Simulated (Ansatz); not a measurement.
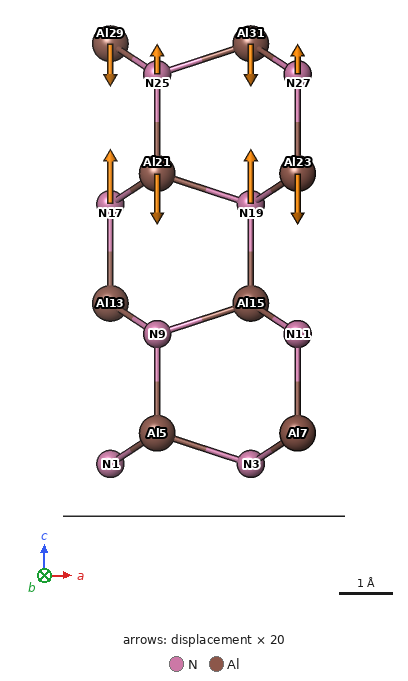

A constrained relaxation of a slab of composition AlN (cut from the P6_3mc phase). The starting structure is drawn; orange arrows show the displacements, 20 times their true length.

Style: ball-and-stick. Shown: the cell of the calculation, outlined in the plane, without the vacuum, along the b axis.

Case: clean slab, lower planes held. The slab is the (0 0 1) face of AlN. 16 atoms are held fixed.

These are results of DFT PBE+D3(BJ), scalar-relativistic, plane waves, PAW in Ansatz, not measurements.

Input file:
```yaml
crystal:
  lattice:
    - [6.2188310403, 0.0, 0.0]
    - [-3.1094155201, 5.3856656627, 0.0]
    - [0.0, 0.0, 24.0562460775]
  atoms:
    - { symbol: "N", position: [0.1666666667, 0.3333333333, 0.3325539643] }
    - { symbol: "N", position: [0.1666666667, 0.8333333333, 0.3325539643] }
    - { symbol: "N", position: [0.6666666667, 0.3333333333, 0.3325539643] }
    - { symbol: "N", position: [0.6666666667, 0.8333333333, 0.3325539643] }
    - { symbol: Al, position: [0.3333333333, 0.1666666667, 0.3569995587] }
    - { symbol: Al, position: [0.3333333333, 0.6666666667, 0.3569995587] }
    - { symbol: Al, position: [0.8333333333, 0.1666666667, 0.3569995587] }
    - { symbol: Al, position: [0.8333333333, 0.6666666667, 0.3569995587] }
    - { symbol: "N", position: [0.3333333333, 0.1666666667, 0.4360361233] }
    - { symbol: "N", position: [0.3333333333, 0.6666666667, 0.4360361233] }
    - { symbol: "N", position: [0.8333333333, 0.1666666667, 0.4360361233] }
    - { symbol: "N", position: [0.8333333333, 0.6666666667, 0.4360361233] }
    - { symbol: Al, position: [0.1666666667, 0.3333333333, 0.4604817177] }
    - { symbol: Al, position: [0.1666666667, 0.8333333333, 0.4604817177] }
    - { symbol: Al, position: [0.6666666667, 0.3333333333, 0.4604817177] }
    - { symbol: Al, position: [0.6666666667, 0.8333333333, 0.4604817177] }
    - { symbol: "N", position: [0.1666666667, 0.3333333333, 0.5395182823] }
    - { symbol: "N", position: [0.1666666667, 0.8333333333, 0.5395182823] }
    - { symbol: "N", position: [0.6666666667, 0.3333333333, 0.5395182823] }
    - { symbol: "N", position: [0.6666666667, 0.8333333333, 0.5395182823] }
    - { symbol: Al, position: [0.3333333333, 0.1666666667, 0.5639638767] }
    - { symbol: Al, position: [0.3333333333, 0.6666666667, 0.5639638767] }
    - { symbol: Al, position: [0.8333333333, 0.1666666667, 0.5639638767] }
    - { symbol: Al, position: [0.8333333333, 0.6666666667, 0.5639638767] }
    - { symbol: "N", position: [0.3333333333, 0.1666666667, 0.6430004413] }
    - { symbol: "N", position: [0.3333333333, 0.6666666667, 0.6430004413] }
    - { symbol: "N", position: [0.8333333333, 0.1666666667, 0.6430004413] }
    - { symbol: "N", position: [0.8333333333, 0.6666666667, 0.6430004413] }
    - { symbol: Al, position: [0.1666666667, 0.3333333333, 0.6674460357] }
    - { symbol: Al, position: [0.1666666667, 0.8333333333, 0.6674460357] }
    - { symbol: Al, position: [0.6666666667, 0.3333333333, 0.6674460357] }
    - { symbol: Al, position: [0.6666666667, 0.8333333333, 0.6674460357] }
basis:
  ecutwfc: 420
kpoints:
  mp_grid: { grid: [3, 3, 1] }
hamiltonian:
  xc: pbe
  dispersion: d3bj
scf:
  occupations: { method: gaussian, width: 0.05 }
output:
  forces: true
  eigenvalues: true
  write_density: true
  write_potential: true
  elf: true
  volumetric_format: npy
relax:
  adjacent_minimum: "off"
  f_tol: 0.03
  max_steps: 70
  constraints: [{ sites: [0, 1, 2, 3, 4, 5, 6, 7, 8, 9, 10, 11, 12, 13, 14, 15] }]
efield:
  axis: 3
  dipole_correction: true
  ramp_width: 0.04
```

Run as
```bash
ansatz run input.yaml --threads 2 --pin off --max-ram 5120MiB --backend cpu --events-out ev --progress --plain --runs-dir out
```

What happened in the run?

The largest moves, 0.053 Å, are those of N17, N18, N19 and N20. N17 goes along the normal (+c). Largest moves by element: N 0.053 Å, Al 0.049 Å. The cell stays as it was. Among the contacts that change: Al21–N25 1.901 → 1.980 Å, Al13–N17 1.901 → 1.955 Å, N17–Al21 1.889 → 1.860 Å, N25–Al29 1.889 → 1.868 Å. Among the angles between lasting bonds that change: N18–Al24–N28 108.1° → 105.1°, Al15–N19–Al21 108.1° → 105.1°, Al23–N27–Al29 108.1° → 106.1°. Over 3 geometry steps the energy falls by 0.296 eV per cell of the calculation. The largest force component goes from 1.3 to 0.013 eV/Å.
